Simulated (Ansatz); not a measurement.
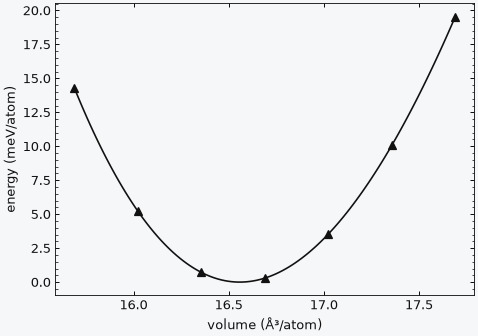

The figure shows the energy against volume for ZnO, space group P6_3/mmc (No. 194).

Structure:
```
Zn O
1.0
     3.28797    0.00000    0.00000
    -1.64398    2.84746    0.00000
     0.00000    0.00000    7.13044
Zn O
2 2
Direct
  0.00000 0.00000 0.25000
  0.00000 0.00000 0.75000
  0.66667 0.33333 0.75000
  0.33333 0.66667 0.25000
```

Computed with Ansatz 0.2.0: all-electron LAPW DFT, no spin polarisation; energies at scaled volumes of the given cell, shape and fractions fixed, counted from the fit's minimum, third-order Birch-Murnaghan fit. Level: PBE.

k mesh 9×9×4; occupations Fermi–Dirac; smearing width 0.05 eV; potentials all electron LAPW, scalar relativistic; program settings basis error eV/atom 0.001.

From this curve and the settings, what does the calculation give for the pressure at the same points?

The pressure falls from 5.54 GPa at volume 15.69 Å³/atom to −5.21 GPa at 17.69 Å³/atom, and changes sign near 16.56 Å³/atom.

```csv
volume (Å³/atom),pressure (GPa)
15.69,5.54
16.02,3.22
16.36,1.15
16.69,-0.71
17.02,-2.37
17.36,-3.87
17.69,-5.21
```

Caveats: shape and atomic fractions are frozen while scaling, which makes layered, chain and framework solids too stiff.
